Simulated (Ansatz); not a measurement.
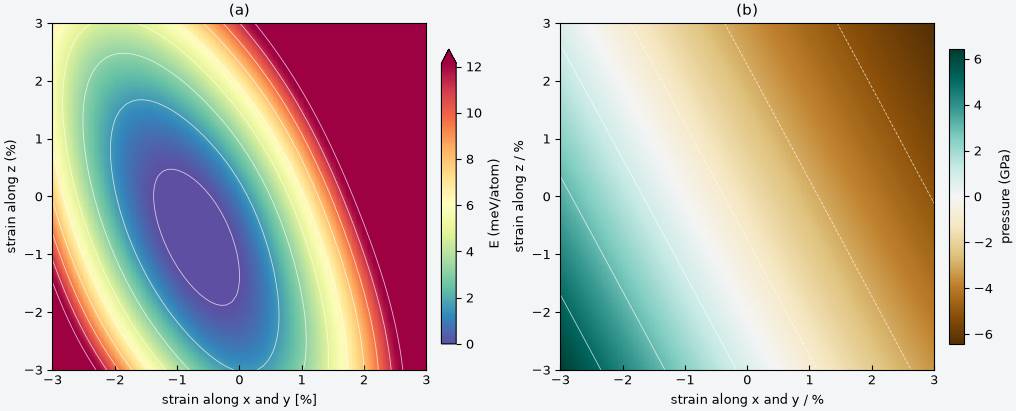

PbF₂ (Fm-3m, No. 225; 3 atoms in the cell). The cell is strained homogeneously, by one strain along x and y and another along z, with fractional coordinates fixed (x, y and z along the cube axes). First axis: strain along x and y. Second axis: strain along z. Grid: 5 × 5 points. Points are written as (first, second). All energies are given in meV/atom relative to the lowest grid point. The reference cell is the one listed in the database, not relaxed at this level. Theory: DFT PBEsol, scalar-relativistic, plane waves, PAW in Ansatz 0.2.0. Settings: cutoff 420 eV, k-mesh 8×8×8, gaussian smearing 0.05 eV, no spin polarisation.

Panel (a) is the energy and panel (b) the computed pressure on the same grid.

In the figure: a smooth colour map with a few white contour lines, one colour for all values above the top of the scale. Between grid points the surface is interpolated.

Q: How does the pressure vary over the map, and what is it at the lowest grid point?

A: It runs from −6.4 GPa at (3.0 %, 3.0 %) to 6.4 GPa at (−3.0 %, −3.0 %). At the lowest grid point, (0.0 %, −1.5 %), it is −0.4 GPa.

```csv
"strain along z ↓, strain along x and y →",−3.0,−1.5,0.0,1.5,3.0
3.0,0.7,−1.5,−3.4,−5.1,−6.4
1.5,2.0,−0.4,−2.5,−4.3,−5.8
0.0,3.3,0.7,−1.5,−3.4,−5.1
−1.5,4.8,2.0,−0.4,−2.5,−4.3
−3.0,6.4,3.3,0.7,−1.5,−3.4
```
